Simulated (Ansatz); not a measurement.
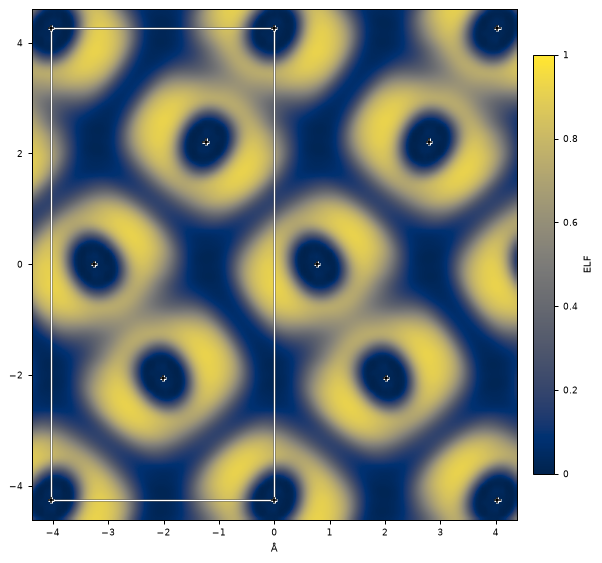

The ELF on a plane through atoms (crosses mark nuclei in the plane).

Theory: DFT PBEsol, scalar-relativistic, plane waves, PAW in Ansatz.

Candidates:
A. F, a = 6.03 Å, b = 3.58 Å, c = 6.79 Å, α = 90.00°, β = 96.65°, γ = 90.00°. Space group C2/c.
B. Br, a = 7.19 Å, b = 4.03 Å, c = 8.53 Å, α = 90.00°, β = 90.10°, γ = 90.00°. Space group C2/c.

Question: Which system is this?

Answer: Candidate B: Br on the (100) plane of the standardised cell, which holds Br. Br–Br (2.40 Å): the ELF peaks at about 0.75 between the atoms.
